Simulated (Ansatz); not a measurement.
A periodic structure is given below.

```cif
data_structure
_symmetry_space_group_name_H-M 'P 1'
_symmetry_Int_Tables_number 1
_cell_length_a 2.6490
_cell_length_b 2.6490
_cell_length_c 4.3621
_cell_angle_alpha 90.000
_cell_angle_beta 90.000
_cell_angle_gamma 120.000
_cell_volume 26.51
loop_
_atom_site_label
_atom_site_type_symbol
_atom_site_fract_x
_atom_site_fract_y
_atom_site_fract_z
_atom_site_occupancy
Rh1 Rh 0.66667 0.33333 0.75000 1
Rh2 Rh 0.33333 0.66667 0.25000 1
```

Q: Say what kind of structure these coordinates give.

A: The element is rhodium. It belongs to space group P6_3/mmc (No. 194) and has a primitive hexagonal lattice. Prototype: hexagonal close-packed (Mg type). The cell holds two atoms. The Rh atoms are each bonded to twelve Rh in an anticuboctahedral arrangement at 2.65 to 2.66 Å. The bonds build a three-dimensional framework.

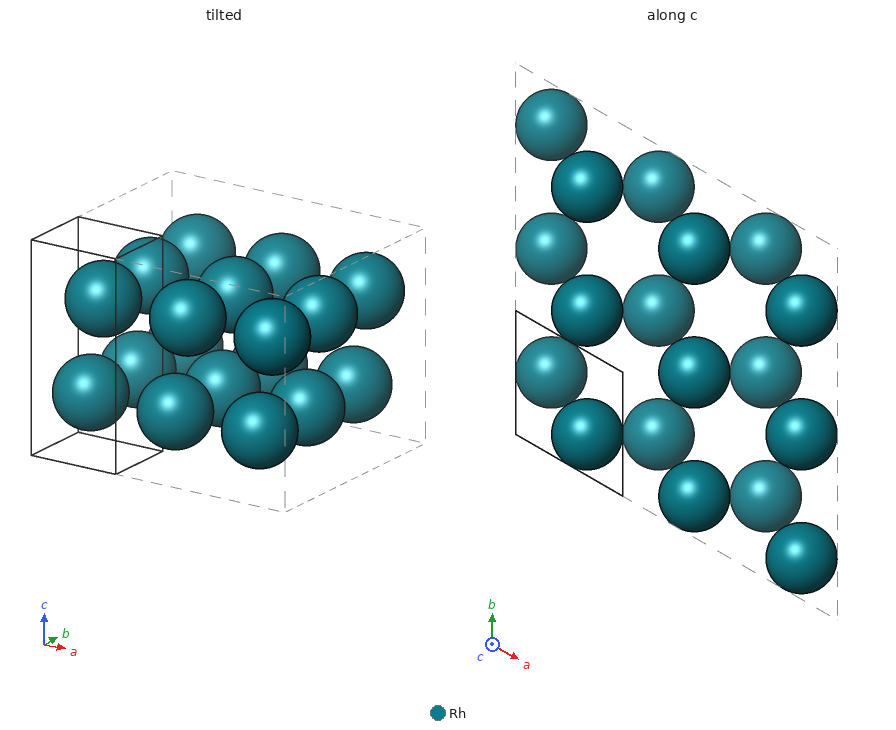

This spheres-only model is shown slightly off an axis and along the c axis. The drawing covers 3×3×1 cells, and the solid lines enclose one conventional unit cell.

The cell started as a structure listed in the Materials Project. The cell was then strained or its atoms displaced on purpose. A calculation with Ansatz used it as input.

At this level of theory the cell isn't at rest (compressed, at 19 GPa), so its distances can differ from those at equilibrium, the more so the softer the solid.
